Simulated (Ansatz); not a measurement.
# Run report: Al₅P₄, geometry relaxation (part 2 of 2)

The same run, continued: Al₅P₄ (slab, 9 atoms in the cell); DFT PBE, scalar-relativistic, plane waves, PAW, no spin polarisation (Ansatz 0.2.0); cutoff 420 eV, 7×7×1 k-mesh, Gaussian smearing of 0.05 eV. The structure derives from an entry of the Crystallography Open Database. It belongs to a series of runs on one base structure; here: (1 0 0) slab, atoms relaxed.

Geometry of the input (Å; fractional positions):
```
3.8939  0.0000  0.0000
0.0000  3.8939  0.0000
0.0000  0.0000  26.0136
Al 0.5000  0.5000  0.2883
P  0.5000  0.0000  0.3412
Al 0.0000  0.0000  0.3942
P  0.0000  0.5000  0.4471
Al 0.5000  0.5000  0.5000
P  0.5000  0.0000  0.5529
Al 0.0000  0.0000  0.6058
P  0.0000  0.5000  0.6588
Al 0.5000  0.5000  0.7117
```

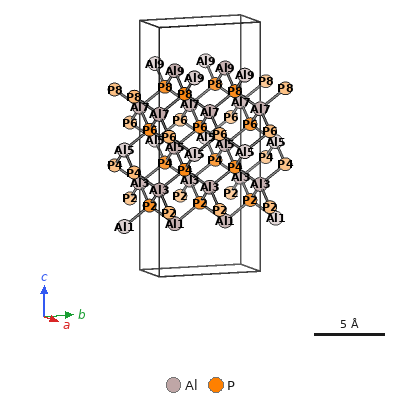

*The geometry at step 2 of the log (ball-and-stick view of the 1 × 2 repeat of the cell, with the vacuum cut short, seen slightly off an axis; neighbours outside the cell are drawn fainter; atoms are numbered from 1 in the order of the input).*

## What the program printed, continued
```
SCF iter   1: F=—  HF=-5711.495161 eV  |F-HF|=—  |Δ(HF+E_count)|=         —  Δρ=3.74e-4  dr2=3.83e-3  ethr=2.33e-5  p=0.000 e·Å  D=2.37e-8 V/Å  ΔV_dip=-0.00 eV  dr2_dipole=5.23e-12  V_vac-E_F(+/−)=4.98/4.98 eV  ⟨swp⟩=2.8  Hψ=1099  notcnv=0  defer=65
efield: sawtooth ramp at fractional position 0.9800 (handed on by an earlier solve), width 0.0400; the density the first Hamiltonian is built on has a dipole p = 0.000 e·Å; the dipole correction subtracts the counter field D = 2.37e-8 V/Å, which shifts the + side's vacuum level by -0.00 eV against the − side's; the planar-averaged density in the ramp window peaks in size at 5.3e-7 e/Å³
preconditioner: auto → LDOS  [insulator: Δε(μ)=0.102 eV  Ē_g=7.676 eV  σ=0.050 eV  W_gap=0.85  n_scr=42 (ndim 8)  ℏωp=11.1 eV  f_vac=0.405  D(μ)=2.30/eV (n_scr^D=8)  ε∞_Penn≈3.1  β→1.0]
SCF iter   2: F=—  HF=-5711.494783 eV  |F-HF|=—  |Δ(HF+E_count)|=   3.78e-4  Δρ=2.26e-4  dr2=5.78e-4  ethr=1.09e-5  p=-0.000 e·Å  D=-5.98e-8 V/Å  ΔV_dip=0.00 eV  dr2_dipole=1.38e-11  V_vac-E_F(+/−)=4.97/4.97 eV  ⟨swp⟩=2.4  Hψ=707  notcnv=0  defer=65
SCF iter   3: F=—  HF=-5711.494635 eV  |F-HF|=—  |Δ(HF+E_count)|=   1.48e-4  Δρ=1.34e-4  dr2=4.08e-4  ethr=1.65e-6  p=-0.000 e·Å  D=-6.13e-8 V/Å  ΔV_dip=0.00 eV  dr2_dipole=2.15e-11  V_vac-E_F(+/−)=4.97/4.97 eV  ⟨swp⟩=2.2  Hψ=603  notcnv=0  defer=65
SCF iter   4: F=—  HF=-5711.494569 eV  |F-HF|=—  |Δ(HF+E_count)|=   6.59e-5  Δρ=5.36e-5  dr2=1.03e-4  ethr=1.16e-6  p=-0.000 e·Å  D=-3.63e-8 V/Å  ΔV_dip=0.00 eV  dr2_dipole=2.38e-12  V_vac-E_F(+/−)=4.97/4.97 eV  ⟨swp⟩=2.2  Hψ=548  notcnv=0  defer=65
SCF iter   5: F=—  HF=-5711.494557 eV  |F-HF|=—  |Δ(HF+E_count)|=   1.20e-5  Δρ=1.45e-5  dr2=3.74e-6  ethr=2.95e-7  p=-0.000 e·Å  D=-2.04e-8 V/Å  ΔV_dip=0.00 eV  dr2_dipole=4.14e-13  V_vac-E_F(+/−)=4.97/4.97 eV  ⟨swp⟩=2.4  Hψ=501  notcnv=0  defer=65
SCF iter   6: F=-5711.494558 eV  HF=-5711.494558 eV  |F-HF|=1.12e-8  |Δ(HF+E_count)|=   8.22e-8  Δρ=4.48e-6  dr2=2.13e-7  ethr=2.76e-9  p=-0.000 e·Å  D=-7.47e-9 V/Å  ΔV_dip=0.00 eV  dr2_dipole=1.15e-13  V_vac-E_F(+/−)=4.97/4.97 eV  ⟨swp⟩=20.3  Hψ=4327  notcnv=0
SCF 3 converged in 6 iterations: F = -5711.494558 eV  dr2 = 2.13e-7
  Residual-converged pass: ⟨swp⟩=1.0  Hψ=496  notcnv=0  max |occ|·‖R‖ = 7.0e-9 eV (tolerance 1.0e-8 eV)  dr2=2.13e-7  dr2_onsite=1.17e-9  max |Δocc| = 7.3e-11
relax step   3: F+E_penalty+E_count = -5711.49455754 eV  Δ(F+E_penalty+E_count) = -2.573e-3 eV  max|allowed force component| = 2.518e-2 eV/Å  Δτ_max = 0.0218 Å  (6 SCF iters, dr2 threshold 9.67e-7 eV, accepted)
SCF iter   1: F=—  HF=-5711.494762 eV  |F-HF|=—  |Δ(HF+E_count)|=         —  Δρ=6.39e-5  dr2=9.86e-5  ethr=2.81e-6  p=-0.000 e·Å  D=-7.47e-9 V/Å  ΔV_dip=0.00 eV  dr2_dipole=1.51e-11  V_vac-E_F(+/−)=4.96/4.96 eV  ⟨swp⟩=2.0  Hψ=999  notcnv=0  defer=31
efield: sawtooth ramp at fractional position 0.9800 (handed on by an earlier solve), width 0.0400; the density the first Hamiltonian is built on has a dipole p = -0.000 e·Å; the dipole correction subtracts the counter field D = -7.47e-9 V/Å, which shifts the + side's vacuum level by +0.00 eV against the − side's; the planar-averaged density in the ramp window peaks in size at 6.2e-7 e/Å³
preconditioner: auto → LDOS  [insulator: Δε(μ)=0.095 eV  Ē_g=7.672 eV  σ=0.050 eV  W_gap=0.82  n_scr=42 (ndim 8)  ℏωp=11.1 eV  f_vac=0.405  D(μ)=2.60/eV (n_scr^D=8)  ε∞_Penn≈3.1  β→1.0]
SCF iter   2: F=—  HF=-5711.494672 eV  |F-HF|=—  |Δ(HF+E_count)|=   9.01e-5  Δρ=4.25e-5  dr2=2.44e-5  ethr=2.82e-7  p=0.000 e·Å  D=2.64e-8 V/Å  ΔV_dip=-0.00 eV  dr2_dipole=1.20e-11  V_vac-E_F(+/−)=4.97/4.97 eV  ⟨swp⟩=2.2  Hψ=739  notcnv=0  defer=32
SCF iter   3: F=—  HF=-5711.494669 eV  |F-HF|=—  |Δ(HF+E_count)|=   2.93e-6  Δρ=2.41e-5  dr2=1.32e-5  ethr=6.96e-8  p=0.000 e·Å  D=7.80e-9 V/Å  ΔV_dip=-0.00 eV  dr2_dipole=3.73e-14  V_vac-E_F(+/−)=4.97/4.97 eV  ⟨swp⟩=2.1  Hψ=616  notcnv=0  defer=32
SCF iter   4: F=—  HF=-5711.494667 eV  |F-HF|=—  |Δ(HF+E_count)|=   2.29e-6  Δρ=1.05e-5  dr2=3.46e-6  ethr=3.77e-8  p=0.000 e·Å  D=2.32e-9 V/Å  ΔV_dip=-0.00 eV  dr2_dipole=1.15e-12  V_vac-E_F(+/−)=4.97/4.97 eV  ⟨swp⟩=2.1  Hψ=505  notcnv=0  defer=32
SCF iter   5: F=—  HF=-5711.494666 eV  |F-HF|=—  |Δ(HF+E_count)|=   4.54e-7  Δρ=2.73e-6  dr2=1.74e-7  ethr=9.88e-9  p=0.000 e·Å  D=2.43e-9 V/Å  ΔV_dip=-0.00 eV  dr2_dipole=4.65e-14  V_vac-E_F(+/−)=4.97/4.97 eV  ⟨swp⟩=2.3  Hψ=501  notcnv=0  defer=32
SCF iter   6: F=-5711.494666 eV  HF=-5711.494666 eV  |F-HF|=4.68e-9  |Δ(HF+E_count)|=   1.05e-8  Δρ=8.02e-7  dr2=1.02e-8  ethr=2.86e-10  p=-0.000 e·Å  D=-1.80e-10 V/Å  ΔV_dip=0.00 eV  dr2_dipole=7.53e-14  V_vac-E_F(+/−)=4.97/4.97 eV  ⟨swp⟩=16.5  Hψ=3569  notcnv=0
SCF 4 converged in 6 iterations: F = -5711.494666 eV  dr2 = 1.02e-8
relax step   4: F+E_penalty+E_count = -5711.49466640 eV  Δ(F+E_penalty+E_count) = -1.089e-4 eV  max|allowed force component| = 5.724e-4 eV/Å  Δτ_max = 0.0034 Å  (6 SCF iters, accepted)
WARN: The output density's exchange-correlation potential varies sharply where the density is thin. Do not read a vacuum level from v_tot or v_xc, or from such a field of the output density. On a cell that repeats whose density bears no net charge and no dipole along the vacuum's axis use v_es (v_loc + v_h of the components); under efield.dipole_correction with no amplitude use v_es + v_field, which holds any external_charges[].barrier, or the levels of the report's work_function block, which leave it out; under a non-zero efield.amplitude the vacuum is tilted and has no level; on a cell that repeats and bears such a dipole with no correction it is tilted too, and efield.dipole_correction with no amplitude gives each side of its ramp a level where efield: is served; in a cell that repeats whose density bears a net charge (total_charge, or a fill off its count) it is curved and has none; of a slab under crystal.periodic whose density bears no net charge use v_es, which has a level on each side, short of where the two are joined; of another it falls or rises all the way out and has none; of a slab beside external_charges read slab_vacuum_level instead, which it has where they leave it neutral. The grid or the basis barely resolves most such structure, and the values can differ between equally converged runs; as a rule a tighter scf.convergence.dr2_threshold does not remove it. Where the density itself ripples (under the LDA too) a higher basis.ecutwfc lessens it. The files hold the spikes' plane waves up to the density's cutoff. Files: v_tot_of_output_density and the like, and their columns of v_z.tsv (output.write_potential); v_xc_of_output_density and the like, and their columns of v_comp_z.tsv (output.write_potential_components). Measured: with its Gaussian average of σ = 0.25 Å subtracted twice, the exchange-correlation potential is over 0.1 eV at 36 of the grid points where the equally averaged density (valence and model cores) is under 1e-3 e/Å³, and 0.239 eV at the most among them, at an averaged density of 5.3e-8 e/Å³. See output.write_potential in the manual, Limitations
SCF converged after 6 iterations
Free energy (F): -5711.494666 eV
Harris-Foulkes:  -5711.494666 eV  (|F-HF|=4.68e-9)
Internal energy: -5711.491442 eV  (E = F + TS)
E sigma→0 (E₀):  -5711.493054 eV
Entropy (-TS):   -0.003225 eV (-0.358 meV/atom)
Fermi energy:    0.177797 eV
Dipole field:    D = 0.000000 V/Å  (p = 0.000001 e·Å, saw-weighted, corrected)
Work function:   Φ+ = 4.9666 eV   Φ− = 4.9666 eV
Levels:          The Fermi level and band energies are counted from a zero that moves with the ramp; work functions are not
--- Per-component energies (eV) ---
  E_band       = -164.811026
  E_kinetic    = 386.716966
  E_local      = -9321.706826  (includes V_loc(G=0)·N_el)
  E_nonlocal   = 189.027870
  E_hartree    = 4504.760437
  E_xc         = -438.976780
  E_vxc        = -379.917839  (∫ρ·V_xc dr)
  E_paw        = -4614.136862  (= ΣΔE_a)
  E_vpaw       = -48.459584  (= ΣTr[D̂ρ^β])
  E_aug_tail   = 0.000002  (compensation charges beyond the density's cutoff)
  E_efield     = 0.000000  (sawtooth field / dipole correction)
  E_vefield    = 0.000000  (∫n·V_field dr)
  E_ewald      = 3582.823752
  E_smearing   = -0.003225  (= −TS)
  E_closure    = -0.000000  (closes the sum)
  Σ components = -5711.494666   (vs F -5711.494666, Δ=0.00e0)
--- Forces (eV/Å), atoms counted from 1 ---
  atom   1  Al     0.00000000     0.00000000    -0.00057243
  atom   2  P      0.00000000     0.00000000     0.00055038
  atom   3  Al     0.00000000     0.00000000     0.00043948
  atom   4  P      0.00000000     0.00000000    -0.00052341
  atom   5  Al     0.00000000     0.00000000     0.00000051
  atom   6  P      0.00000000     0.00000000     0.00052379
  atom   7  Al     0.00000000     0.00000000    -0.00043984
  atom   8  P      0.00000000     0.00000000    -0.00055057
  atom   9  Al     0.00000000     0.00000000     0.00057211
  max |Σ_I F_I| component: 1.12e-8 eV/Å
--- Band table (eV; the first three rows and the last of 16) ---
  k-point 0: bands = ["-11.8520", "-11.3940", "-10.7462", "-10.0865", "-5.6926", "-4.9712", "-3.7321", "-2.5500", "-2.5500", "-2.2172", "-2.1126", "-2.1126", "-1.5081", "-1.5081", "-0.9292", "-0.9292", "-0.3850", "0.0798", "1.2449", "1.7330", "2.1594", "2.2541", "2.7638", "3.0430", "3.2554", "3.4663", "3.8614"]
  k-point 1: bands = ["-11.7107", "-11.2680", "-10.6512", "-10.0421", "-5.6009", "-5.0059", "-4.0830", "-3.1320", "-3.0314", "-2.4347", "-2.3841", "-2.0196", "-2.0164", "-1.4488", "-1.3755", "-0.9278", "-0.0751", "-0.0116", "1.6320", "2.1694", "2.6499", "2.9802", "3.0237", "3.2845", "3.5377", "3.7797", "3.9566"]
  k-point 2: bands = ["-11.3110", "-10.9274", "-10.4303", "-10.0063", "-5.5599", "-5.3477", "-4.8375", "-4.2438", "-3.6317", "-3.3421", "-2.2312", "-2.1130", "-1.7637", "-1.6392", "-1.3243", "-0.9850", "-0.2301", "0.0809", "1.6621", "2.1840", "2.6986", "2.8382", "3.1514", "3.7684", "4.1340", "4.1928", "4.5507"]
  k-point 15: bands = ["-9.9140", "-9.8119", "-9.7311", "-9.7309", "-5.7164", "-5.5470", "-5.5360", "-4.7655", "-4.7211", "-3.6505", "-3.5502", "-3.0107", "-2.9500", "-2.8305", "-2.8288", "-2.6426", "0.0776", "0.2265", "0.5214", "0.5417", "1.9133", "1.9998", "2.4809", "2.9352", "3.5875", "3.9450", "3.9875"]
--- Relaxed structure (4 steps of the walk, 4 accepted, 0 SCFs on fresh bases) ---
  F+E_penalty+E_count = -5711.49466640 eV   max|allowed force component| = 5.724e-4 eV/Å
  atoms:
    - { symbol: Al, position: [0.49999999999999994, 0.49999999999999994, 0.28550449652995347] }
    - { symbol: P, position: [0.49999999999999994, 0.0, 0.3409922698509594] }
    - { symbol: Al, position: [0.0, 0.0, 0.3943383211793126] }
    - { symbol: P, position: [0.0, 0.49999999999999994, 0.44705912233860307] }
    - { symbol: Al, position: [0.49999999999999994, 0.49999999999999994, 0.49999999653397403] }
    - { symbol: P, position: [0.49999999999999994, 0.0, 0.5529408723545219] }
    - { symbol: Al, position: [0.0, 0.0, 0.6056616787939707] }
    - { symbol: P, position: [0.0, 0.49999999999999994, 0.6590077341207452] }
    - { symbol: Al, position: [0.49999999999999994, 0.49999999999999994, 0.7144955082979593] }
```

## Trajectory as extended XYZ (Å, eV, eV/Å), 4 frames, from step=1 to step=4
```
9
Lattice="3.8939 0.0000 0.0000 0.0000 3.8939 0.0000 0.0000 0.0000 26.0136" Properties=species:S:1:pos:R:3:forces:R:3 step=1 energy=-5711.46891
Al    1.9469    1.9469    7.5000    0.0000   0.0000  -0.3497
P     1.9469    0.0000    8.8767    0.0000   0.0000   0.2377
Al    0.0000    0.0000   10.2534    0.0000   0.0000   0.1358
P     0.0000    1.9469   11.6301    0.0000   0.0000  -0.0288
Al    1.9469    1.9469   13.0068    0.0000   0.0000   0.0000
P     1.9469    0.0000   14.3835    0.0000   0.0000   0.0288
Al    0.0000    0.0000   15.7602    0.0000   0.0000  -0.1358
P     0.0000    1.9469   17.1369    0.0000   0.0000  -0.2377
Al    1.9469    1.9469   18.5136    0.0000   0.0000   0.3496
9
Lattice="3.8939 0.0000 0.0000 0.0000 3.8939 0.0000 0.0000 0.0000 26.0136" Properties=species:S:1:pos:R:3:forces:R:3 step=2 energy=-5711.49198
Al    1.9469    1.9469    7.4454    0.0000   0.0000  -0.1207
P     1.9469    0.0000    8.8670    0.0000   0.0000   0.1244
Al    0.0000    0.0000   10.2574    0.0000   0.0000   0.0061
P     0.0000    1.9469   11.6302    0.0000   0.0000  -0.0154
Al    1.9469    1.9469   13.0068    0.0000   0.0000   0.0000
P     1.9469    0.0000   14.3834    0.0000   0.0000   0.0154
Al    0.0000    0.0000   15.7562    0.0000   0.0000  -0.0061
P     0.0000    1.9469   17.1466    0.0000   0.0000  -0.1244
Al    1.9469    1.9469   18.5682    0.0000   0.0000   0.1207
9
Lattice="3.8939 0.0000 0.0000 0.0000 3.8939 0.0000 0.0000 0.0000 26.0136" Properties=species:S:1:pos:R:3:forces:R:3 step=3 energy=-5711.49456
Al    1.9469    1.9469    7.4236    0.0000   0.0000   0.0235
P     1.9469    0.0000    8.8714    0.0000   0.0000  -0.0252
Al    0.0000    0.0000   10.2585    0.0000   0.0000  -0.0042
P     0.0000    1.9469   11.6290    0.0000   0.0000   0.0098
Al    1.9469    1.9469   13.0068    0.0000   0.0000   0.0000
P     1.9469    0.0000   14.3846    0.0000   0.0000  -0.0098
Al    0.0000    0.0000   15.7551    0.0000   0.0000   0.0042
P     0.0000    1.9469   17.1422    0.0000   0.0000   0.0252
Al    1.9469    1.9469   18.5900    0.0000   0.0000  -0.0235
9
Lattice="3.8939 0.0000 0.0000 0.0000 3.8939 0.0000 0.0000 0.0000 26.0136" Properties=species:S:1:pos:R:3:forces:R:3 step=4 energy=-5711.49467
Al    1.9469    1.9469    7.4270    0.0000   0.0000  -0.0006
P     1.9469    0.0000    8.8704    0.0000   0.0000   0.0006
Al    0.0000    0.0000   10.2582    0.0000   0.0000   0.0004
P     0.0000    1.9469   11.6296    0.0000   0.0000  -0.0005
Al    1.9469    1.9469   13.0068    0.0000   0.0000   0.0000
P     1.9469    0.0000   14.3840    0.0000   0.0000   0.0005
Al    0.0000    0.0000   15.7554    0.0000   0.0000  -0.0004
P     0.0000    1.9469   17.1432    0.0000   0.0000  -0.0006
Al    1.9469    1.9469   18.5866    0.0000   0.0000   0.0006
```

## Key numbers

```json
{"quantity": "outcome", "value": "converged"}
{"quantity": "electrons treated", "value": "35"}
{"quantity": "free energy", "value": "−5711.4947 eV"}
{"quantity": "work function, top face", "value": "4.97 eV"}
{"quantity": "work function, bottom face", "value": "4.97 eV"}
{"quantity": "Fermi energy", "value": "0.178 eV"}
{"quantity": "gap on the k-point mesh", "value": "none (metallic)"}
{"quantity": "final volume", "value": "394.43 Å³"}
{"quantity": "work function (upper face)", "value": "4.97 eV"}
{"quantity": "largest force (length of the vector) at the end", "value": "0.001 eV/Å"}
{"quantity": "hardware", "value": "1 thread of Intel Xeon @ 2.50GHz (Skylake/Cascade Lake), 189 GiB of memory available, shared host"}
{"quantity": "wall time", "value": "2.1 min"}
{"quantity": "peak memory", "value": "0.56 GiB"}
```

## Remarks

Warnings of the run: the exchange-correlation potential is rough where the density is thin.
